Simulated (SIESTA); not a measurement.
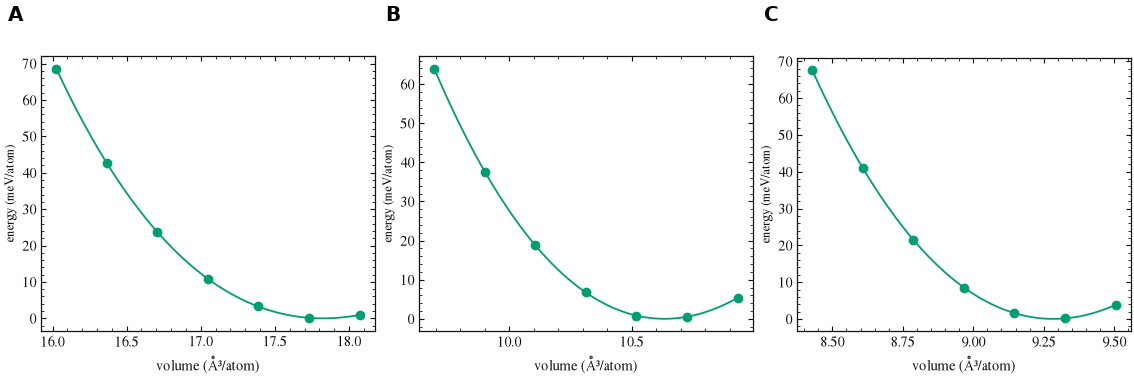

Each panel shows the energy against volume for one of these solids: Ag, Fm-3m (No. 225); BN, P6_3/mmc (No. 194); SiC, P6_3mc (No. 186).

Computed with SIESTA 5.4.2: DFT in numerical atomic orbitals with pseudopotentials, no spin polarisation; energies at scaled volumes of the given cell, shape and fractions fixed, counted from the fit's minimum, third-order Birch-Murnaghan fit. Level: PBE.

**Match the panels to the solids.**

A is Ag (energy from 0.06 meV/atom to 68.60 meV/atom, V0 17.82 Å³/atom, B0 91.6 GPa); B is SiC (energy from 0.50 meV/atom to 63.96 meV/atom, V0 10.63 Å³/atom, B0 213 GPa); C is BN (energy from 0.17 meV/atom to 67.62 meV/atom, V0 9.284 Å³/atom, B0 240 GPa).

For Ag, limits of the calculation: mulliken charges of long orbitals; short basis over semicore shells.

For BN, limits of the calculation: mulliken charges of long orbitals; shape and atomic fractions are frozen while scaling, which makes layered, chain and framework solids too stiff.

For SiC, limits of the calculation: mulliken charges of long orbitals; shape and atomic fractions are frozen while scaling, which makes layered, chain and framework solids too stiff.
